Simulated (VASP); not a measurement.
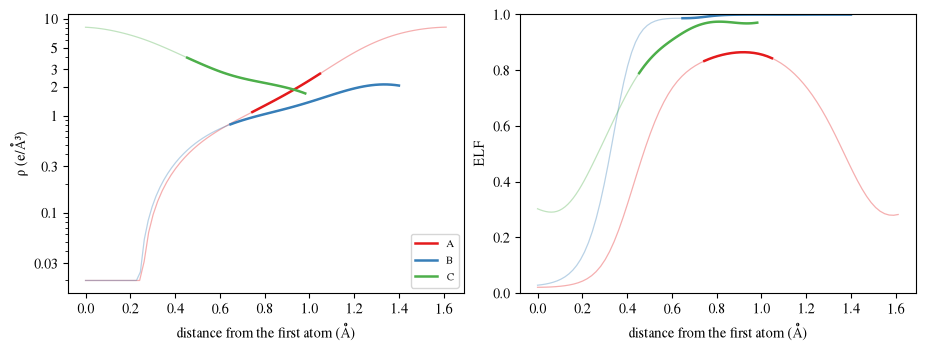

Figure 1: Si12HO24 (cell with a defect). Valence pseudo-density and ELF along straight lines between neighbouring atoms. Thin, pale parts lie inside the atomic spheres.

Not relaxed (largest force 1.5 eV/Å); computed pressure about −3 GPa in this cell.

The calculation used Kohn-Sham DFT of a periodic cell, r2SCAN, VASP PAW PBE potentials, recommended in VASP.

In a PAW calculation such maps are meaningful between the atoms, not at the nuclei.

### Which curve belongs to which contact (O–H, Si–H and Si–O)? The first atom named is at distance zero.

Curve A: Si–O (1.61 Å): the density is about 1.3 e/Å³ at the midpoint; the ELF peaks at about 0.85 between the atoms: a short, strongly polar bond. Curve B: Si–H (1.40 Å): ρ is about 0.9 e/Å³ halfway; the ELF peaks at about 1 between the atoms (an ordinary covalent bond to hydrogen). Curve C: O–H (0.98 Å): ρ at the midpoint is about 3.6 e/Å³; the ELF climbs to about 1 towards the hydrogen, as it does in any bond to H (an ordinary covalent bond to hydrogen).
